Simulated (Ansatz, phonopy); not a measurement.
# How KF (Carobbiite, Fm-3m) expands on warming, part 3 of 5

Aim: the lattice, expansion, heat capacity and bulk modulus of KF (Carobbiite) as it warms.

What experiment has found for this phase:
- volume expansion coefficient 104.4 1e-6/K and heat capacity C_P per formula unit 49 J/mol/K near room temperature (given in “High-Throughput Prediction of Finite-Temperature Properties using the Quasi-Harmonic Approximation”, 2016, arXiv:1603.06924)
- volume expansion coefficient 95.1 1e-6/K near room temperature (given in “Descriptors for thermal expansion in solids”, 2017, arXiv:1701.03966)

Ansatz 0.2.0; DFT LDA, scalar-relativistic, plane waves, PAW (the session's first sound run).

So far. Step 2 (Probe on a coarse mesh): The start is under -3.5 GPa at this level and looks like an insulator or semiconductor on this mesh. Step 5 (Relaxing to small residual forces and stress): The residual pressure is 3.7e-5 GPa, small enough for phonons.

**6. The quasi-harmonic study, functional LDA, q-mesh 2×2×2**

The study relaxes the crystal at several strains, solves the phonons on some of them and minimises the free energy at each temperature (static energy, vibrations, the electrons in a metal, and PV under a set pressure); the q-mesh sets how far the force constants reach.

input.yaml

```yaml
crystal:
  lattice:
    - [0.0, 2.5810700582, 2.5810700582]
    - [2.5810700582, 0.0, 2.5810700582]
    - [2.5810700582, 2.5810700582, 0.0]
  atoms:
    - { symbol: K, position: [0.0, 0.0, 0.0] }
    - { symbol: F, position: [0.5, 0.5, 0.5] }
kpoints:
  mp_grid: { grid: [8, 8, 8] }
hamiltonian:
  xc: lda
scf:
  occupations: { method: fixed }
output:
  eigenvalues: true
phonons:
  method: dfpt
  qmesh: [2, 2, 2]
  temperatures: { t_max: 800.0, t_step: 50 }
  thermal_expansion: {}
```

On the command line:

```bash
$ ansatz run input.yaml --threads 4 --pin off --max-ram 16384MiB --backend cpu --events-out ev --progress --plain --runs-dir out
```

Numbers of over 12 decimals in the logs are rounded to 6 here.

The log of the run:

```text
[...]
Crystal: 2 atoms, lattice volume = 34.390 Å³
Basis set: ecut = 487.2 eV, 869 PW (Γ), exchange–correlation on 54×54×54 points (8 copies of the dense FFT grid, shifted against one another)
Bands: 12, of which v1, the nominal top of the filled ones, is band 8 counted from 1 (7 counted from 0)
Symmetry: 48 space group operations
[...]
k-points: 29 of 512
[...]
SCF iter   1: F=—  HF=-2292.807424 eV  |F-HF|=—  |Δ(HF+E_count)|=         —  Δρ=1.59e-2  dr2=6.58e-2  ethr=1.77e-3  ⟨swp⟩=4.0  Hψ=1878  notcnv=0  defer=46
[...]
SCF iter   8: F=-2292.786284 eV  HF=-2292.786284 eV  |F-HF|=7.73e-12  |Δ(HF+E_count)|=  1.02e-10  Δρ=1.98e-7  dr2=8.28e-12  ethr=1.00e-12  ⟨swp⟩=6.9  Hψ=1913  notcnv=0
SCF 1 converged in 8 iterations: F = -2292.786284 eV  dr2 = 8.28e-12
[...]
relax step   1: F+E_penalty+E_count = -2292.78628417 eV  Δ(F+E_penalty+E_count) = +0.000e0 eV  max|allowed force component| = 1.637e-29 eV/Å  Δτ_max = 0.0000 Å  (8 SCF iters, accepted)
SCF converged after 8 iterations
Free energy (F): -2292.786284 eV
[...]
Internal energy: -2292.786284 eV  (E = F + TS)
E sigma→0 (E₀):  -2292.786284 eV
Fermi energy:    1.777896 eV
[...]
--- Stress (GPa, compression-positive) ---
        0.003638       0.000000       0.000000
       -0.000000       0.003638       0.000000
        0.000000       0.000000       0.003638
  P = ⅓ Tr σ = 0.0036 GPa (0.036 kbar)
--- Band table (eV; the first three rows and the last of 29) ---
  k-point 0: bands = [... 4 lower, -6.9725, 1.7779, 1.7779, 1.7779, 8.1458, 12.5743, 12.5743, 12.5743]
  k-point 1: bands = [... 4 lower, -6.9791, 1.6037, 1.7065, 1.7065, 8.6275, 12.2865, 12.8118, 12.8118]
  k-point 2: bands = [... 4 lower, -6.9947, 1.2392, 1.5388, 1.5388, 9.7879, 11.9373, 13.4093, 13.4093]
  k-point 28: bands = [... 4 lower, -7.0766, 1.2631, 1.6605, 1.6605, 11.5732, 11.5732, 13.4422, 15.7630]
── thermal expansion: 3 new cells, 3 in all ──
thermal expansion: relaxation of cell 2
thermal expansion: relaxation of cell 3
── thermal expansion: 2 new cells, 5 in all ──
thermal expansion: relaxation of cell 4
thermal expansion: lower-state search of cell 4
thermal expansion: phonons of cell 4
thermal expansion: relaxation of cell 5
thermal expansion: phonons of cell 5
── thermal expansion: 8 new cells, 13 in all ──
thermal expansion: relaxation of cell 6
thermal expansion: relaxation of cell 7
thermal expansion: relaxation of cell 8
thermal expansion: relaxation of cell 9
thermal expansion: relaxation of cell 10
thermal expansion: relaxation of cell 11
thermal expansion: relaxation of cell 12
thermal expansion: relaxation of cell 13
thermal expansion: phonons of cell 6
thermal expansion: phonons of cell 7
thermal expansion: phonons of cell 8
thermal expansion: phonons of cell 9
thermal expansion: phonons of cell 10
WARN: thermal expansion: narrow_supercell: the supercell is narrow for a crystal that has a band gap and may be polar, so the expansion can be far off: type phonons.supercell or phonons.qmesh [3, 3, 3] or more in a new run
--- Relaxed structure (1 steps of the walk, 1 accepted, 0 SCFs on fresh bases) ---
  F+E_penalty+E_count = -2292.78628417 eV   max|allowed force component| = 1.637e-29 eV/Å
  atoms:
    - { symbol: K, position: [0.0, 0.0, 0.0] }
    - { symbol: F, position: [0.5, 0.5, 0.5] }
--- Thermal expansion: 13 cells in 3 rounds, 0 GPa ---
  no lower state was reached at cell 4
  without vibrations: a 3.65030, b 3.65030, c 3.65030 Å, V 34.3930 Å³, B 43.72 GPa
  at 0 K: a 3.66484, b 3.66484, c 3.66484 Å, V 34.8056 Å³, B 41.91 GPa
  zero-point expansion: a +0.398, b +0.398, c +0.398, V +1.200 %
      T/K        a/Å        b/Å        c/Å       V/Å³ | expansion of a, b, c, V (1e-6/K)   | that of V in the mean from 25 °C | C_P, C_V (J/mol K of the cell) | B_T, B_S (GPa)
     0.00    3.66484    3.66484    3.66484    34.8056 |    0.00    0.00    0.00    0.00 |   58.58 |     0.000     0.000 |    41.91    41.91
   100.00    3.66713    3.66713    3.66713    34.8711 |   16.87   16.87   16.87   50.62 |   78.82 |    30.702    30.481 |    41.09    41.39
   200.00    3.67562    3.67562    3.67562    35.1138 |   27.41   27.41   27.41   82.22 |   89.30 |    44.706    43.592 |    38.97    39.97
   298.15    3.68643    3.68643    3.68643    35.4243 |   32.07   32.07   32.07   96.20 |       - |    49.125    46.968 |    36.64    38.33
   350.00    3.69275    3.69275    3.69275    35.6071 |   34.09   34.09   34.09  102.27 |   99.51 |    50.552    47.778 |    35.35    37.40
   450.00    3.70609    3.70609    3.70609    35.9942 |   38.07   38.07   38.07  114.20 |  105.95 |    52.801    48.641 |    32.70    35.50
   550.00    3.72107    3.72107    3.72107    36.4324 |   42.79   42.79   42.79  128.38 |  113.00 |    55.014    49.082 |    29.83    33.43
   650.00    3.73814    3.73814    3.73814    36.9362 |   49.11   49.11   49.11  147.32 |  121.30 |    57.687    49.336 |    26.62    31.12
   750.00    3.75818    3.75818    3.75818    37.5334 |   58.56   58.56   58.56  175.69 |  131.76 |    61.490    49.495 |    22.92    28.48
   800.00    3.76983    3.76983    3.76983    37.8834 |   65.56   65.56   65.56  196.67 |  138.32 |    64.239    49.554 |    20.80    26.97
  the static fit leaves 0.001 meV an atom of the energies and, of the stresses, 0.000 GPa of each cell's largest along a strain (root mean squares over the cells), whose Pulay part it has at -0.011 GPa
  vibrations' free energy: its fit leaves 0.0002 meV an atom at the most
  the electrons' free energy at temperature is not in it: every band gap is over 0.83 eV
  free energies summed between the sampled wave vectors
  estimated error of the fitted expansion in any direction: up to 1.299e-6/K, at 800 K (an estimate, not a bound: it was exceeded on models of known expansion)
  by sums over the sampled wave vectors an expansion of the volume parts by up to 6.00e-6/K
  by a static energy of one degree less an expansion of the volume parts by up to 0.91e-6/K
  the FFT grids of the static calculations differ: 27 × 27 × 27, 30 × 30 × 30
  band gaps on the cells' k-points are 5.664 to 6.542 eV
  narrow_supercell: the supercell is narrow for a crystal that has a band gap and may be polar, so the expansion can be far off: type phonons.supercell or phonons.qmesh [3, 3, 3] or more in a new run
```

The job ended after 1.8 min (4 threads of Arm Neoverse V1, shared host; peak memory 0.53 GiB; 6.4 min of CPU time).

Numbers from this step:

```yaml
pressure: 0.003638 GPa
volume_expansion_coefficient_at_298_k: 96.20 1e-6/K
c_p_at_298_k: 24.56 J/mol-atom/K
entropy_at_298_k: 32.31 J/mol-atom/K
isothermal_bulk_modulus_at_298_k: 36.64 GPa
grueneisen_parameter_at_298_k: 1.601
volume_at_298_k: 17.71 Å³/atom
principal_linear_expansion_coefficients_at_298_k: 32.07, 32.07, 32.07 1e-6/K
```

Strained cells of the study; zero-point energy where phonons were solved; the pressures are stresses at a fixed cutoff and can carry an offset from the finite basis. Expansion cells, by row:

```
cell  |a| (Å)  |b| (Å)  |c| (Å)  V (Å³/atom)  E - E_lowest (meV/atom)  pressure, compression positive (GPa)  gap (eV)  zero-point energy (meV/atom)
   1     3.65     3.65     3.65        17.19                        0                                -0.007     6.368                             -
   2    3.679    3.679    3.679        17.61                      1.3                                -0.992     6.232                             -
   3    3.621    3.621    3.621        16.79                    1.384                                 1.102     6.508                             -
   4    3.651    3.651    3.651         17.2                    0.001                                -0.024     6.366                         33.05
   5    3.669    3.669    3.669        17.46                    0.536                                -0.652      6.28                         32.22
   6    3.677    3.677    3.677        17.58                    1.107                                -0.919     6.242                         31.86
   7    3.704    3.704    3.704        17.96                    4.275                                 -1.72     6.123                         30.68
   8    3.731    3.731    3.731        18.36                    9.375                                -2.435     6.006                         29.51
   9    3.758    3.758    3.758        18.76                    16.27                                -3.068     5.893                         28.35
  10    3.785    3.785    3.785        19.17                    24.85                                -3.628     5.782                          27.2
  11    3.614    3.614    3.614        16.69                    2.123                                 1.384     6.542                             -
  12    3.632    3.632    3.632        16.95                    0.513                                 0.654     6.453                             -
  13    3.815    3.815    3.815        19.63                    36.13                                -4.168     5.664                             -
```

Quasi-harmonic; a, b, c are the run's own cell vectors. Expansion, by row:

```
T (K)  a (Å)  b (Å)  c (Å)  alpha (deg)  beta (deg)  gamma (deg)  cell volume (Å³/cell)  alpha_a (1e-6/K)  alpha_b (1e-6/K)  alpha_c (1e-6/K)  alpha_V (1e-6/K)  C_P (J/mol-atom/K)  C_V (J/mol-atom/K)  S (J/mol-atom/K)  B_T (GPa)  B_S (GPa)  Grueneisen  extrapolation  fit error (1e-6/K)
    0  3.665  3.665  3.665           60          60           60                  34.81                 0                 0                 0                 0                   0                   0                 0      41.91      41.91           -              0                   0
   50  3.665  3.665  3.665           60          60           60                  34.81              4.97              4.97              4.97              14.9               5.859               5.854             2.299       41.8      41.83       1.115              0                0.01
  100  3.667  3.667  3.667           60          60           60                  34.87             16.87             16.87             16.87             50.62               15.35               15.24             9.571      41.09      41.39       1.433              0                0.03
  150  3.671  3.671  3.671           60          60           60                  34.98              23.6              23.6              23.6             70.81               20.03               19.71              16.8      40.08      40.72       1.516              0                0.04
  200  3.676  3.676  3.676           60          60           60                  35.11             27.41             27.41             27.41             82.22               22.35                21.8             22.91      38.97      39.97       1.554              0                0.03
  250  3.681  3.681  3.681           60          60           60                  35.27             30.02             30.02             30.02             90.05               23.69               22.88             28.06       37.8      39.15        1.58              0                0.03
298.1  3.686  3.686  3.686           60          60           60                  35.42             32.07             32.07             32.07              96.2               24.56               23.48             32.31      36.64      38.33       1.601              0                0.06
  300  3.687  3.687  3.687           60          60           60                  35.43             32.14             32.14             32.14             96.42               24.59                23.5             32.46       36.6      38.29       1.602              0                0.06
  350  3.693  3.693  3.693           60          60           60                  35.61             34.09             34.09             34.09             102.3               25.28               23.89              36.3      35.35       37.4       1.622              0                 0.1
  400  3.699  3.699  3.699           60          60           60                  35.79             36.03             36.03             36.03             108.1               25.86               24.14             39.72      34.05      36.47       1.643              0                0.13
  450  3.706  3.706  3.706           60          60           60                  35.99             38.07             38.07             38.07             114.2                26.4               24.32              42.8       32.7       35.5       1.664              0                0.13
  500  3.713  3.713  3.713           60          60           60                  36.21             40.29             40.29             40.29             120.9               26.94               24.45             45.61       31.3      34.49       1.687              0                0.09
  550  3.721  3.721  3.721           60          60           60                  36.43             42.79             42.79             42.79             128.4               27.51               24.54              48.2      29.83      33.43       1.712              0                0.09
  600  3.729  3.729  3.729           60          60           60                  36.67             45.68             45.68             45.68             137.1               28.13               24.61             50.62      28.27      32.31       1.738              0                0.21
  650  3.738  3.738  3.738           60          60           60                  36.94             49.11             49.11             49.11             147.3               28.84               24.67              52.9      26.62      31.12       1.768              0                0.36
  700  3.748  3.748  3.748           60          60           60                  37.22             53.28             53.28             53.28             159.8               29.69               24.71             55.07      24.84      29.85       1.801              0                0.42
  750  3.758  3.758  3.758           60          60           60                  37.53             58.56             58.56             58.56             175.7               30.75               24.75             57.15      22.92      28.48       1.839              0                0.13
  800   3.77   3.77   3.77           60          60           60                  37.88             65.56             65.56             65.56             196.7               32.12               24.78             59.17       20.8      26.97       1.884              0                 1.3
```

Table of expansion coefficient by temperature; values in 1e-6/K:

```
temperature (K)  volume  principal 1
              0       0            0
             50    14.9         4.97
            100    50.6         16.9
            150    70.8         23.6
            200    82.2         27.4
            250    90.0         30.0
            298    96.2         32.1
            300    96.4         32.1
            350     102         34.1
            400     108         36.0
            450     114         38.1
            500     121         40.3
            550     128         42.8
            600     137         45.7
            650     147         49.1
            700     160         53.3
            750     176         58.6
            800     197         65.6
```

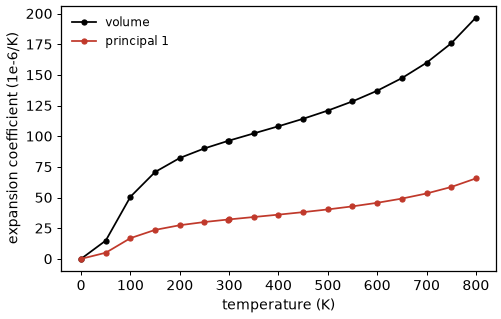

Expansion coefficient, plotted against temperature.

At 298 K the volume expansion is 96.2 × 10⁻⁶/K and B_T is 36.6 GPa. The log warns that this q-mesh is too narrow, so the figure can be far off. The program raised the cutoff to 487.2 eV by itself: with no cutoff typed, the study takes about 1.16 times the default for its relaxations and scales it with the volume for the phonons.

**7. Quasi-harmonic fit by phonopy**

This step: DFT LDA, scalar-relativistic, plane waves, PAW (phonopy 4.10.0).

This step gave:

| Item | Value |
| --- | --- |
| volume expansion coefficient at 300 K | 96.19 1e-6/K |
| isothermal bulk modulus at 300 K | 36.62 GPa |
| C_P at 300 K | 24.66 J/mol-atom/K |
| Grüneisen parameter at 300 K | 1.599 |

Energy (each curve on its own zero) against volume; values in meV/atom:

```
volume (Å³/atom)  static  F at 0 K  F at 300 K  F at 800 K
          17.201       0      2.64        6.61        16.7
          17.461    0.54      2.35        5.23        12.4
          17.578    1.11      2.55        4.92        10.8
          17.963    4.27      4.54        5.18        6.63
          18.357    9.37      8.47        7.25        4.04
          18.759    16.3      14.2        11.0        2.85
          19.170    24.9      21.6        16.2        2.91
```

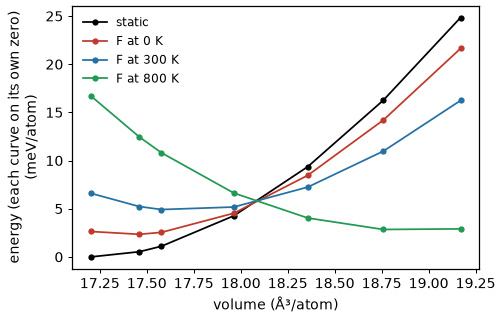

Energy (each curve on its own zero), plotted against volume.

Phonopy-qha, vinet fit of F(V) at each temperature. Qha vinet, by row:

```
T (K)  fitted volume (Å³/atom)  alpha_V (1e-6/K)  B_T (GPa)  C_P (J/mol-atom/K)  Grueneisen
  100                    17.44             47.79      41.13               14.95       1.354
  150                    17.49             69.28      40.14               20.03       1.486
  200                    17.56             81.48      39.03               22.43       1.542
  250                    17.63             89.63      37.85               23.78       1.575
  300                    17.71             96.19      36.62               24.66       1.599
  350                     17.8             102.2      35.34               25.34       1.621
  400                     17.9             108.2      34.01               25.91       1.643
  450                       18             114.6      32.62               26.45       1.665
  500                     18.1             121.5      31.18               26.99       1.689
  550                    18.22             129.2      29.69               27.56       1.715
  600                    18.34             138.1      28.13               28.18       1.744
  650                    18.47             148.4      26.52                28.9       1.775
  700                    18.61             160.6      24.83               29.74       1.809
  750                    18.77             175.3      23.08               30.75       1.847
```

Table of volume expansion coefficient by temperature; values in 1e-6/K:

```
temperature (K)  phonopy-qha, Vinet  Ansatz's own study
            100                47.8                50.6
            150                69.3                70.8
            200                81.5                82.2
            250                89.6                90.0
            300                96.2                96.4
            350                 102                 102
            400                 108                 108
            450                 115                 114
            500                 121                 121
            550                 129                 128
            600                 138                 137
            650                 148                 147
            700                 161                 160
            750                 175                 176
```

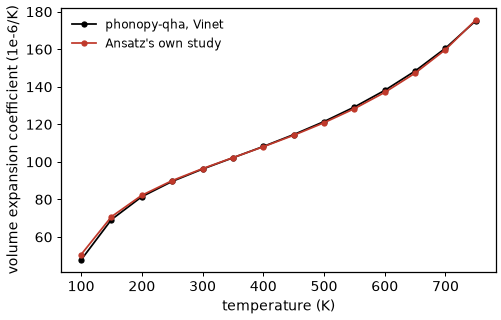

Volume expansion coefficient, plotted against temperature.

The fit gives a volume expansion of 96.2 × 10⁻⁶/K at 300 K, against 96.2 at 298 K from the study itself, whose static fit uses more cells.

(Part 3 of 5 ends here.)

[Logs are printed without paths, hosts, clocks, repeated set-up lines and the standing remarks that a program may print on its own settings, such as how far it seeks lower states.]

[Hosts, paths, dates, database ids (printed as entryN), source tags and the programs' standing remarks are cut or masked in the printed files.]

[A step with changed settings may run another functional than the one named; its input shows which.]
